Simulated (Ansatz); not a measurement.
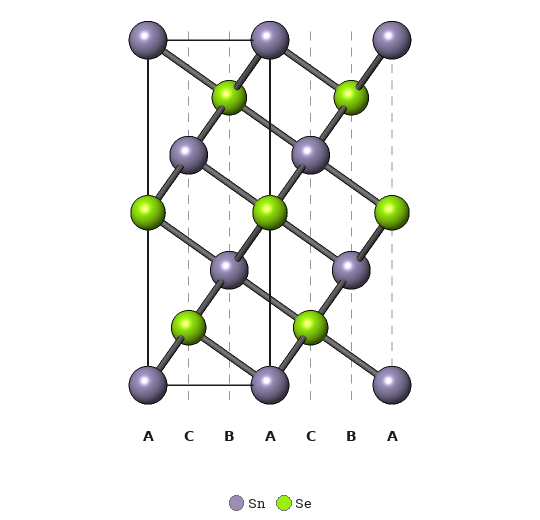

The picture looks along a close-packed row of the hexagonal mesh; [111] points upwards. The dashed lines mark the three columns A (0, 0), B (1/3, 2/3) and C (2/3, 1/3). The box is the hexagonal cell of the face-centred cubic lattice. The sequence starts with the first layer at or above the cell's origin.

SnSe. Coordinates: a calculation's input that goes back to an entry of the Crystallography Open Database (an earlier step may have relaxed or displaced it).

> Give the sequence of layers in one repeat, with element and column.

Sn(A) – Se(C) – Sn(B) – Se(A) – Sn(C) – Se(B) (six layers in 10.34 Å).

> How are the Se layers alone stacked?

Se layers alone: CAB, the cubic close-packed type.

> Which positions between or in the Se layers do the other atoms fill?

Sn: three octahedral sites, counted in one hexagonal cell.
